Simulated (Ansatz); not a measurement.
**C: single-point calculation**

The run: single-point calculation of C (Fmmm, 2 atoms in the cell). Method and program: DFT LDA, scalar-relativistic, plane waves, PAW, no spin polarisation (Ansatz 0.2.0).

The structure derives from an entry of the Crystallography Open Database. It belongs to a series of runs on one base structure; here: strain -0.0300 x Voigt [1, 0, 0, 0, 0, 0], atoms carried along. Figures and captions count atoms from 1; the log counts them from 0 in places.

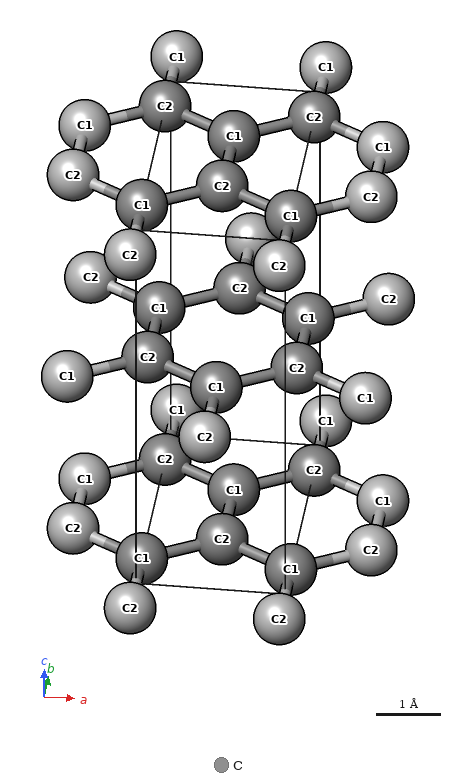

**Figure 1.** The structure (ball-and-stick view of the cell 4 times as large as that of the calculation, set on its symmetry axes, seen at an oblique angle; neighbours outside the cell are drawn fainter; atoms are numbered from 1 in the order of the input). An atom can appear more than once, as a periodic image.

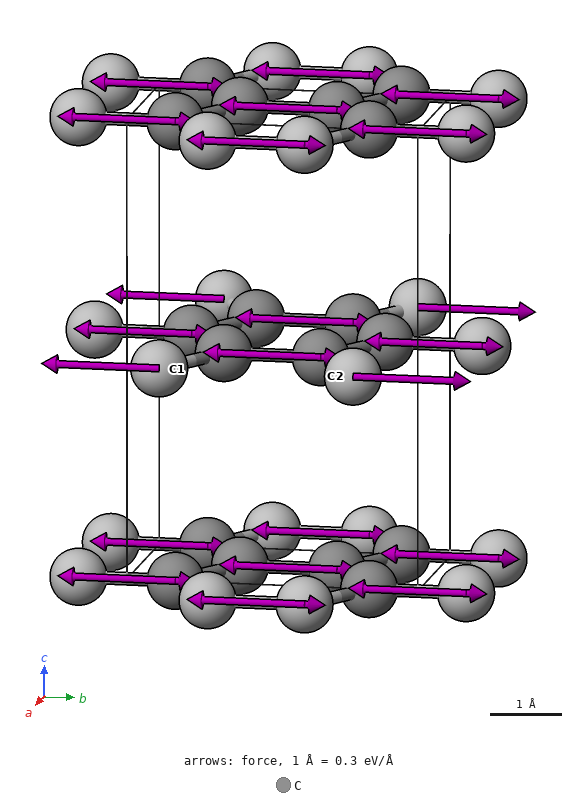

**Figure 2.** Forces on the atoms as pink arrows (ball-and-stick view of the cell 4 times as large as that of the calculation, set on its symmetry axes, seen slightly off an axis; neighbours outside the cell are drawn fainter; atoms are numbered from 1 in the order of the input). The largest act on C1, C2 (0.52 eV/Å). The geometry is not a stationary point of this energy.

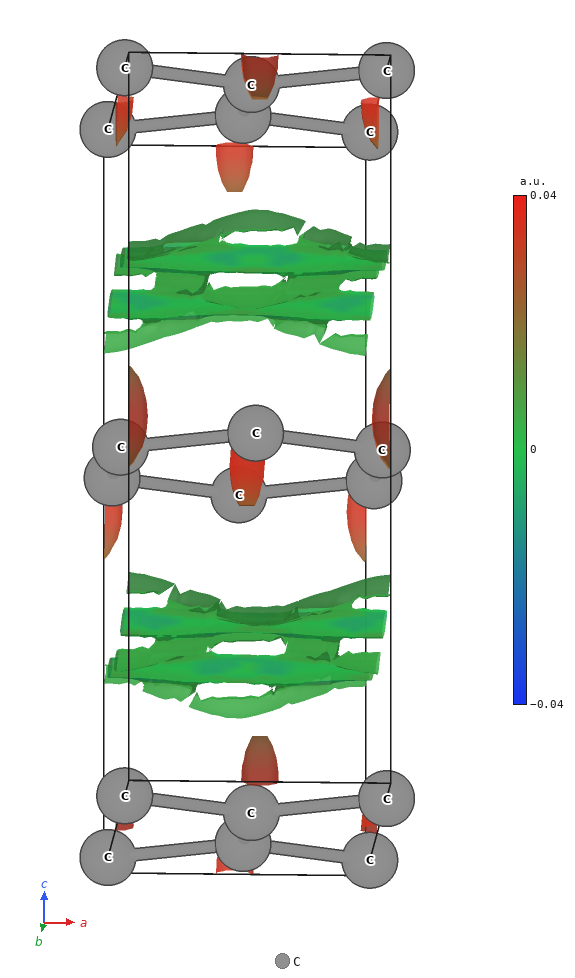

**Figure 3.** Non-covalent interaction (NCI) plot: the surface where the reduced density gradient is 0.4, for densities under 0.05 a.u., coloured by sign(λ₂)ρ; seen at an oblique angle. The outline is the cell set on symmetry axes. Sheets between layers or molecules: weak, van der Waals-like contact (green) (×2); between C on one side and C on the other: a weak, van der Waals-like contact (green) (×6); inside the ring or cage of C: steric crowding (red) (×4). In a PAW calculation such maps are meaningful between the atoms, not at the nuclei.

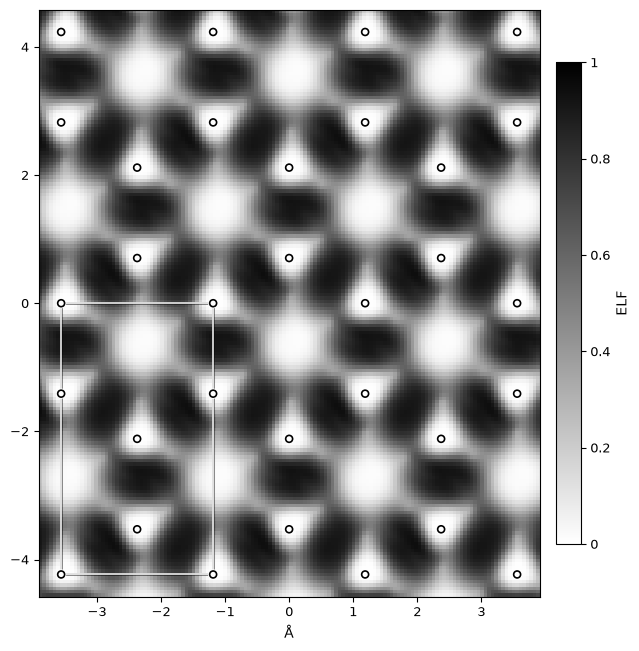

**Figure 4.** Electron localisation function on the (001) plane of the conventional cell. Circles mark the nuclei in the plane (C). The section cuts through C sites.

The input that produced these results follows, with the program's output.

The input
```yaml
crystal:
  lattice:
    - [0.0, 2.1166507492, 3.3597492418]
    - [1.1861011277, 0.0, 3.3597492418]
    - [1.1861011277, 2.1166507492, 0.0]
  atoms:
    - { symbol: C, position: [0.1667065656, 0.8332934344, 0.1667065656] }
    - { symbol: C, position: [0.8332934344, 0.1667065656, 0.8332934344] }
basis:
  ecutwfc: 420
kpoints:
  mp_grid: { grid: [16, 16, 16] }
hamiltonian:
  xc: lda
scf:
  occupations: { method: gaussian, width: 0.03 }
output:
  forces: true
  stress: true
  eigenvalues: true
  write_density: true
  write_potential: true
  elf: true
  volumetric_format: npy
```

Run as:
```bash
ansatz run input.yaml --threads 1 --pin off --max-ram 2560MiB --backend cpu --events-out ev --progress --plain --runs-dir out
```

What the program printed
```
Engine: ansatz 0.2.0, aarch64-unknown-linux-gnu
Pseudopotentials: kind: paw
Pseudopotential: C, paw, valence charge 4, recommended cutoff 420 eV (normal), C.paw.azcp
Functional definition: SPW92
  exchange = slater_x
  correlation = pw_c
Crystal: 2 atoms, lattice volume = 16.870 Å³
Basis set: ecut = 420 eV, 315 PW (Γ)
Bands: 8, of which v1, the nominal top of the filled ones, is band 4 counted from 1 (3 counted from 0)
Symmetry: 8 space group operations
Space group: Fmmm (ITA 69), of the structure as read, at distance tolerance 2.6e-5 Å
k-points: 621 of 4096
Non-local potential: C, projectors of the file, l = 0: 2, l = 1: 2, l = 2: 1
PAW form: soft (Blöchl's): semilocal exchange-correlation on the pseudo side does not see the compensation charge
PAW frozen core: C, regenerated for the run's functional, and the local potential with it (the file was generated under x = pbe(κ = 0.804, μ = 0.2195149727645171), c = pbe(β = 0.06672455060314922))
PAW one-centre angular grid: C, 110 points (default); XC on 64 Gauss nodes
Initial density: superposition of atomic densities (neutral atoms: chi_scale 0, normalization atom), corrected by the library's trained network
Initial wavefunctions: pseudopotential atomic-orbital guess
Functional: x = slater, c = lda
SCF iter   1: F=—  HF=-485.905567 eV  |F-HF|=—  |Δ(HF+E_count)|=         —  Δρ=5.87e-3  dr2=1.97e-3  ethr=1.77e-3  ⟨swp⟩=4.4  Hψ=32418  notcnv=0
preconditioner: auto → none  [metal: Δε(μ)=0.025 eV  Ē_g=18.805 eV  σ=0.030 eV  W_gap=0.44  n_scr=2 (ndim 8)  ℏωp=25.6 eV  f_vac=0.007  D(μ)=0.08/eV (n_scr^D=0)  sad-step TF]
SCF iter   2: F=—  HF=-485.905623 eV  |F-HF|=—  |Δ(HF+E_count)|=   5.57e-5  Δρ=3.28e-3  dr2=7.44e-4  ethr=2.46e-5  ⟨swp⟩=1.8  Hψ=10921  notcnv=0
SCF iter   3: F=—  HF=-485.905491 eV  |F-HF|=—  |Δ(HF+E_count)|=   1.32e-4  Δρ=3.07e-4  dr2=2.21e-5  ethr=9.30e-6  ⟨swp⟩=1.0  Hψ=4968  notcnv=0
SCF iter   4: F=—  HF=-485.905485 eV  |F-HF|=—  |Δ(HF+E_count)|=   6.03e-6  Δρ=9.46e-5  dr2=1.19e-6  ethr=2.76e-7  ⟨swp⟩=2.1  Hψ=7233  notcnv=0
iter 5 did not close the SCF: its close was put off for the readings that it lacked (scf_convergence_deferred on its scf_iter line)
SCF iter   5: F=-485.905484 eV  HF=-485.905484 eV  |F-HF|=5.49e-9  |Δ(HF+E_count)|=   5.06e-7  Δρ=1.56e-5  dr2=1.95e-8  ethr=1.48e-8  ⟨swp⟩=2.6  Hψ=7410  notcnv=0
SCF iter   6: F=-485.905484 eV  HF=-485.905484 eV  |F-HF|=3.76e-10  |Δ(HF+E_count)|=   2.55e-9  Δρ=1.98e-6  dr2=5.36e-10  ethr=2.44e-10  ⟨swp⟩=5.8  Hψ=24677  notcnv=0
SCF 1 converged in 6 iterations: F = -485.905484 eV  dr2 = 5.36e-10
  greatest PAW one-centre occupation: 0.681 electrons in one spin orbital (limit 2), on the C atom at site 1 (counted from 0), in its partial waves of l = 0
SCF converged after 6 iterations
Free energy (F): -485.905484 eV
Harris-Foulkes:  -485.905484 eV  (|F-HF|=3.76e-10)
Internal energy: -485.905447 eV  (E = F + TS)
E sigma→0 (E₀):  -485.905466 eV
Entropy (-TS):   -0.000037 eV (-0.018 meV/atom)
Fermi energy:    7.095898 eV
--- Per-component energies (eV) ---
  E_band       = -16.723657
  E_kinetic    = 185.907630
  E_local      = -318.267684  (includes V_loc(G=0)·N_el)
  E_nonlocal   = 57.935375
  E_hartree    = 96.544643
  E_xc         = -96.090057
  E_vxc        = -119.515386  (∫ρ·V_xc dr)
  E_paw        = -184.245609  (= ΣΔE_a)
  E_vpaw       = -15.872524  (= ΣTr[D̂ρ^β])
  E_aug_tail   = 0.000023  (compensation charges beyond the density's cutoff)
  E_ewald      = -227.815433
  E_core_change = 0.125665  (= ΣΔE_core)
  E_smearing   = -0.000037  (= −TS)
  E_closure    = 0.000000  (closes the sum)
  Σ components = -485.905484   (vs F -485.905484, Δ=0.00e0)
--- Forces (eV/Å), atoms counted from 1 ---
  atom   1  C      0.00000000    -0.51910542     0.00000000
  atom   2  C     -0.00000000     0.51910542    -0.00000000
  max |Σ_I F_I| component: 1.11e-16 eV/Å
--- Stress (GPa, compression-positive) ---
       36.813771      -0.000000      -0.000000
       -0.000000       5.962155      -0.000000
       -0.000000      -0.000000       0.099364
  P = ⅓ Tr σ = 14.2918 GPa (142.918 kbar)
--- Band table (eV; the first three rows and the last of 621) ---
  k-point 0: bands = ["-12.7816", "0.1557", "4.1649", "4.3518", "10.8192", "15.5426", "16.4398", "19.3765"]
  k-point 1: bands = ["-12.6810", "0.2467", "3.8999", "4.0335", "10.9875", "15.8320", "16.5827", "19.0139"]
  k-point 2: bands = ["-12.3799", "0.5209", "2.9574", "3.4200", "11.4893", "16.0707", "17.4859", "17.9995"]
  k-point 620: bands = ["-12.4740", "-1.8367", "4.1812", "4.3207", "15.6106", "16.3443", "17.0553", "19.4554"]
```

Key numbers

```tsv
quantity	value
outcome	converged
space group (tolerance 0.01 Å)	Fmmm (69)
electrons treated	8
free energy	−485.9055 eV
Fermi energy	7.096 eV
gap on the k-point mesh	0.02 eV
pressure	14.29 GPa
largest force (length of the vector)	0.519 eV/Å
hardware	1 thread of Arm Neoverse V2, 128 GiB of memory available, shared host
wall time	7.5 s
peak memory	0.35 GiB
```
